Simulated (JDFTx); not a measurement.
Single-point calculation of MgO

The run: single-point calculation of MgO (2 atoms in the cell). Method and program: Kohn-Sham DFT of a periodic cell, PBE, PseudoDojo-SR-PBE-0.5-standard, no spin polarisation (JDFTx 1.7.0 (patched build)).

The structure derives from a Materials Project entry.

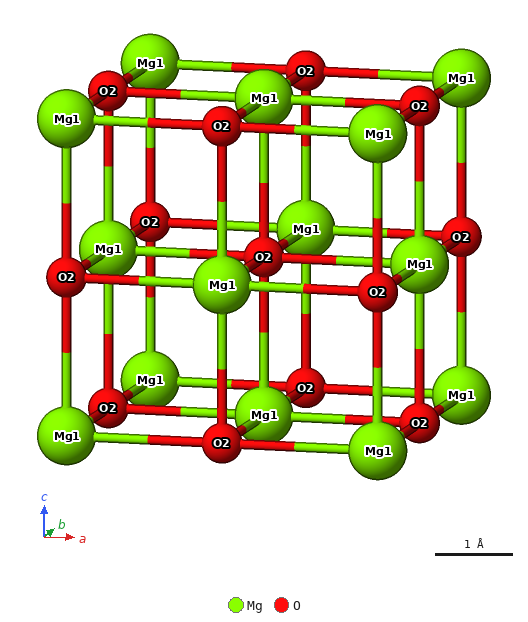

Figure 1. The structure as given in the input (ball-and-stick view of the cell 4 times as large as that of the calculation, set on its symmetry axes, seen slightly off an axis; atoms are numbered from 1 in the order of the input).

### Input
```
lattice \
    0.0000000000     2.0970013927     2.0970013927 \
    2.0970013927     0.0000000000     2.0970013927 \
    2.0970013927     2.0970013927     0.0000000000
latt-scale 1.889726124626 1.889726124626 1.889726124626
coords-type Lattice
ion Mg     0.0000000000     0.0000000000     0.0000000000 1
ion O      0.5000000000     0.5000000000     0.5000000000 1

ion-species pseudo/Mg.upf
ion-species pseudo/O.upf
elec-cutoff 42 336
elec-ex-corr gga-PBE
kpoint-folding 4 4 4
elec-smearing Fermi 0.0018374661
elec-n-bands 14
electronic-SCF nIterations 100 energyDiffThreshold 1e-09
electronic-minimize nIterations 30 energyDiffThreshold 1e-7
converge-empty-states yes
forces-output-coords Cartesian

dump-name run.$VAR
dump End Ecomponents EigStats BandEigs Kpoints Forces Stress State ElecDensity Dtot KEdensity
```

Launched with:
```bash
jdftx -c 1 -i MgO.in -o MgO.out
```

### Log
```
*************** JDFTx 1.7.0 (patched build) ***************

Input parsed successfully to the following command list (including defaults):
[... the input with its defaults ...]

---------- Setting up symmetries ----------

Found 48 point-group symmetries of the bravais lattice
Found 48 space-group symmetries with basis
Applied RMS atom displacement 0 bohrs to make symmetries exact.

---------- Initializing the Grid ----------
R =
[            0      3.96276      3.96276  ]
[      3.96276            0      3.96276  ]
[      3.96276      3.96276            0  ]
unit cell volume = 124.458
G =
[  -0.792779   0.792779   0.792779  ]
[   0.792779  -0.792779   0.792779  ]
[   0.792779   0.792779  -0.792779  ]
Minimum fftbox size, Smin = [  48  48  48  ]
Chosen fftbox size, S = [  48  48  48  ]

---------- Initializing tighter grid for wavefunction operations ----------
R =
[            0      3.96276      3.96276  ]
[      3.96276            0      3.96276  ]
[      3.96276      3.96276            0  ]
unit cell volume = 124.458
G =
[  -0.792779   0.792779   0.792779  ]
[   0.792779  -0.792779   0.792779  ]
[   0.792779   0.792779  -0.792779  ]
Minimum fftbox size, Smin = [  36  36  36  ]
Chosen fftbox size, S = [  36  36  36  ]

---------- Exchange Correlation functional ----------
Initalized PBE GGA exchange.
Initalized PBE GGA correlation.

---------- Setting up pseudopotentials ----------
Width of ionic core gaussian charges (only for fluid interactions / plotting) set to 0

Reading pseudopotential file 'pseudo/Mg.upf':
  'Mg' pseudopotential, 'PBE' functional
  Generated using ONCVPSP code by D. R. Hamann
  10 valence electrons, 3 orbitals, 4 projectors, 1001 radial grid points, with lMax = 1
    2S    l: 0   occupation:  2.0   eigenvalue: -2.934267
    2P    l: 1   occupation:  6.0   eigenvalue: -1.713025
    3S    l: 0   occupation:  2.0   eigenvalue: -0.172924
  Core radius for overlap checks: 1.50 bohrs.

Reading pseudopotential file 'pseudo/O.upf':
  'O' pseudopotential, 'PBE' functional
  Generated using ONCVPSP code by D. R. Hamann
  6 valence electrons, 2 orbitals, 5 projectors, 936 radial grid points, with lMax = 2
    2S    l: 0   occupation:  2.0   eigenvalue: -0.880572
    2P    l: 1   occupation:  4.0   eigenvalue: -0.331869
  Core radius for overlap checks: 1.39 bohrs.

Initialized 2 species with 2 total atoms.

Folded 1 k-points by 4x4x4 to 64 k-points.

---------- Setting up k-points, bands, fillings ----------
Reduced to 8 k-points under symmetry.
Computing the number of bands and number of electrons
Calculating initial fillings.
nElectrons:  16.000000   nBands: 14   nStates: 8

----- Setting up reduced wavefunction bases (one per k-point) -----
average nbasis = 1619.047 , ideal nbasis = 1618.045

---------- Setting up ewald sum ----------
Optimum gaussian width for ewald sums = 1.799816 bohr.
Real space sum over 1331 unit cells with max indices [  5  5  5  ]
Reciprocal space sum over 2197 terms with max indices [  6  6  6  ]

---------- Allocating electronic variables ----------
Initializing wave functions:  linear combination of atomic orbitals
Note: number of bands (14) exceeds available atomic orbitals (9)
Mg pseudo-atom occupations:   s ( 2 2 )  p ( 6 )
O pseudo-atom occupations:   s ( 2 )  p ( 4 )
	FillingsUpdate:  mu: +0.538030838  nElectrons: 16.000000
LCAOMinimize: Iter:   0  F: -75.4044620244386437  |grad|_K:  1.749e-02  alpha:  1.000e+00
	FillingsUpdate:  mu: +0.441575689  nElectrons: 16.000000
LCAOMinimize: Iter:   1  F: -75.5060976804937383  |grad|_K:  1.809e-03  alpha:  3.607e-01  linmin: -2.729e-01  cgtest:  9.184e-01
LCAOMinimize: Encountered beta<0, resetting CG.
[... 6 lines of inner loops ...]
LCAOMinimize: Iter:   4  F: -75.5071024955466754  |grad|_K:  3.579e-06  alpha:  4.209e-01  linmin: -6.029e-05  cgtest:  2.794e-05
	FillingsUpdate:  mu: +0.434881771  nElectrons: 16.000000
LCAOMinimize: Iter:   5  F: -75.5071025044915132  |grad|_K:  1.373e-07  alpha:  8.910e-01  linmin:  1.089e-03  cgtest: -5.673e-03
LCAOMinimize: Converged (|Delta F|<1.000000e-06 for 2 iters).

-------- Electronic minimization -----------
Will mix electronic density at each iteration.
	FillingsUpdate:  mu: +0.434881771  nElectrons: 16.000000
	FillingsUpdate:  mu: +0.427720672  nElectrons: 16.000000
SCF: Cycle:  0   F: -75.531014946770867   dF: -2.391e-02   |Residual|: 5.519e-02   |deigs|: 1.152e-01
	FillingsUpdate:  mu: +0.423603455  nElectrons: 16.000000
SCF: Cycle:  1   F: -75.533357898486827   dF: -2.343e-03   |Residual|: 1.135e-02   |deigs|: 1.469e-02
	FillingsUpdate:  mu: +0.424924575  nElectrons: 16.000000
SCF: Cycle:  2   F: -75.533397390084133   dF: -3.949e-05   |Residual|: 6.454e-03   |deigs|: 5.886e-03
	FillingsUpdate:  mu: +0.426321645  nElectrons: 16.000000
SCF: Cycle:  3   F: -75.533402478759427   dF: -5.089e-06   |Residual|: 9.298e-04   |deigs|: 2.105e-03
	FillingsUpdate:  mu: +0.426404002  nElectrons: 16.000000
SCF: Cycle:  4   F: -75.533402725405921   dF: -2.466e-07   |Residual|: 2.764e-04   |deigs|: 6.089e-04
	FillingsUpdate:  mu: +0.426461332  nElectrons: 16.000000
SCF: Cycle:  5   F: -75.533402758310928   dF: -3.291e-08   |Residual|: 5.146e-05   |deigs|: 1.882e-04
	FillingsUpdate:  mu: +0.426468548  nElectrons: 16.000000
SCF: Cycle:  6   F: -75.533402760857882   dF: -2.547e-09   |Residual|: 2.690e-05   |deigs|: 7.753e-05
	FillingsUpdate:  mu: +0.426469289  nElectrons: 16.000000
SCF: Cycle:  7   F: -75.533402761237042   dF: -3.792e-10   |Residual|: 9.562e-06   |deigs|: 3.718e-05
	FillingsUpdate:  mu: +0.426468692  nElectrons: 16.000000
SCF: Cycle:  8   F: -75.533402761297594   dF: -6.055e-11   |Residual|: 3.058e-06   |deigs|: 2.083e-05
SCF: Converged (|Delta E|<1.000000e-09 for 2 iters).

Setting wave functions to eigenvectors of Hamiltonian
Converging empty states (this may take a while): |deigs|: 3.109e-05

# Stress tensor in Cartesian coordinates [Eh/a0^3]:
[ -0.000230136            0            0  ]
[            0 -0.000230136            0  ]
[            0            0 -0.000230136  ]

# Ionic positions in lattice coordinates:
ion Mg   0.000000000000000   0.000000000000000   0.000000000000000 1
ion O   0.500000000000000   0.500000000000000   0.500000000000000 1

# Forces in Cartesian coordinates:
force Mg   0.000000000000000  -0.000000000000000   0.000000000000000 1
force O   0.000000000000000   0.000000000000000   0.000000000000000 1

# Energy components:
   Eewald =      -47.5873828448629652
       EH =       20.6577874797436003
     Eloc =      -61.5001844528125545
      Enl =      -20.7202000833558273
      Exc =      -12.2556542912869304
 Exc_core =        0.5168401826071648
       KE =       45.3553912486699105
-------------------------------------
     Etot =      -75.5334027612975945
       TS =        0.0000000000000001
-------------------------------------
        F =      -75.5334027612975945

IonicMinimize: Iter:   0  F: -75.533402761297594  |grad|_K:        nan
IonicMinimize: None of the convergence criteria satisfied after 0 iterations.

#--- Lowdin population analysis ---
# oxidation-state Mg +1.532
# oxidation-state O -1.376

Dumping 'run.eigStats' ...
	eMin: -2.355762 at state 0 ( [ +0.000000 +0.000000 +0.000000 ] spin 0 )
	HOMO: +0.302374 at state 0 ( [ +0.000000 +0.000000 +0.000000 ] spin 0 )
	mu  : +0.426469
	LUMO: +0.481987 at state 0 ( [ +0.000000 +0.000000 +0.000000 ] spin 0 )
	eMax: +1.250908 at state 6 ( [ +0.000000 +0.500000 +0.500000 ] spin 0 )
	HOMO-LUMO gap: +0.179613
	Optical gap  : +0.179613 at state 0 ( [ +0.000000 +0.000000 +0.000000 ] spin 0 )
Done!
```

### Summary

```tsv
quantity	value
outcome	converged
space group (tolerance 0.01 Å)	Fm-3m (225)
electrons treated	16
free energy	−2055.3686 eV
gap on the k-point mesh	4.89 eV
pressure	6.77 GPa
largest force (length of the vector)	under 0.001 eV/Å
hardware	1 thread of Arm Neoverse V2, 24 GiB of memory available, shared host
wall time	7.8 s
peak memory	0.07 GiB
```

Points of doubt noted for this run: coarse mesh. The k-point mesh is coarse for a cell of this size, so the results may not be converged.
